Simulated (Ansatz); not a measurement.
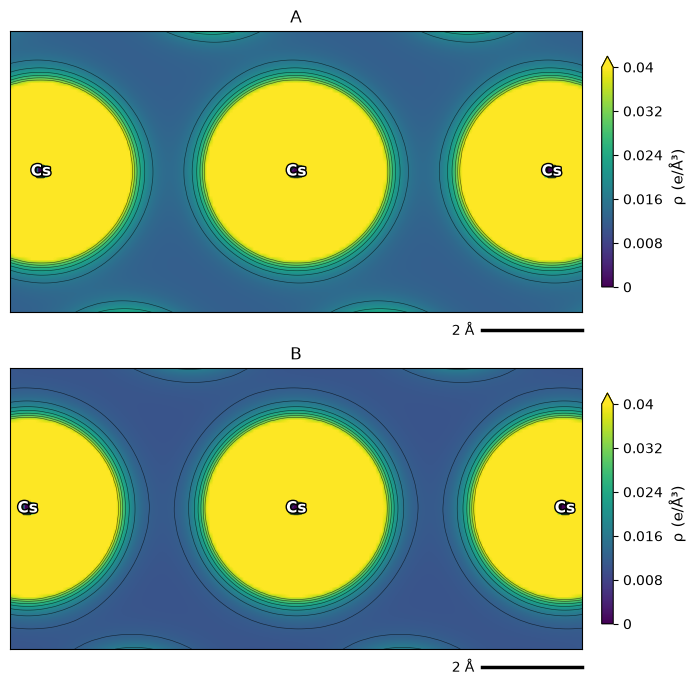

Cs. The valence electron density of two cells that differ in size and shape, on the (001) plane of each (indices in the axes of the calculation cell), at one length scale and on one colour scale: B has 118.7 Å³ an atom and A 102.4.

Computed without spin polarisation.

Method: DFT PBE, scalar-relativistic, plane waves, PAW in Ansatz 0.2.0.

The density is the valence pseudo-density of a PAW calculation; it isn't the true density close to the nuclei.

**What does the compression do to the bonding and the properties?**

From the larger cell to the smaller, Cs–Cs goes from 5.37 to 5.10 Å, and the density at its midpoint from 0.01 to 0.01 e/Å³; the pressure goes from 0.0 to 0.3 GPa.
